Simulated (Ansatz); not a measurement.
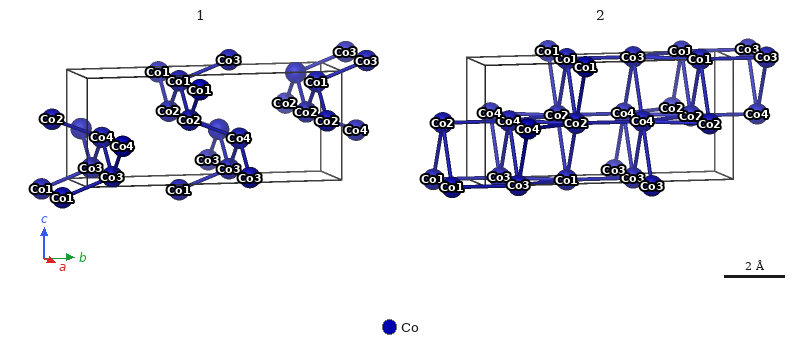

Two geometries of crystalline Co (built on the black phosphorus_64 type) (coarse preliminary run), drawn at one scale. One is the start of a relaxation, the other its converged end. A ball-and-stick model of the conventional cell (2 times the calculation's cell), seen slightly off an axis. Lengths and directions refer to the drawn axes.

The calculation used DFT PBEsol, scalar-relativistic, plane waves, PAW (Ansatz). (plane-wave cutoff 420 eV; k-point mesh 6 × 6 × 6; occupations gaussian; smearing width 0.1 eV; collinear spin; cell and atoms relaxed; force threshold 0.04 eV/Å; at most 70 steps)

Q: Which geometry has the lower energy?

A: Structure 2 is the relaxed one. Case: black phosphorus type (Cmce, No. 64). Over 8 accepted moves (10 points after the start) the energy falls by 2206 meV per atom. The largest force component goes from 8.4 to 0.0025 eV/Å. The pressure goes from 83.86 to −0.06 GPa. At 2 points the geometry stayed and the basis and grid were re-selected for the new cell (energy shift of 4.4 meV per atom at most each time). The largest moves relative to the cell, 0.48 Å, are those of Co1, Co2, Co3 and Co4. Co4 goes along [0 1 3]. Cell: a 2.785 → 2.501 Å (−10.2 %), b 8.835 → 8.624 Å (−2.4 %), c 3.686 → 4.094 Å (+11.1 %). Volume −2.6 %. Some distances before and after: Co1–Co3 3.097 → 2.362 Å, Co1–Co2 1.825 → 2.399 Å, Co1–Co2 (another image) 2.867 → 2.399 Å, Co1–Co3 (another image) 1.854 → 2.308 Å. New bonds form: Co1–Co3 (3.10 → 2.36 Å), Co2–Co4 (3.10 → 2.36 Å). Bond angles that change, for instance: Co2–Co1–Co2 99.5° → 62.8°, Co2–Co1–Co3 103.4° → 90.0°. The space group (tolerance 0.01 Å) goes from Cmce (No. 64) to Fmmm (No. 69). The run took about 2.1 core-minutes on a shared host.
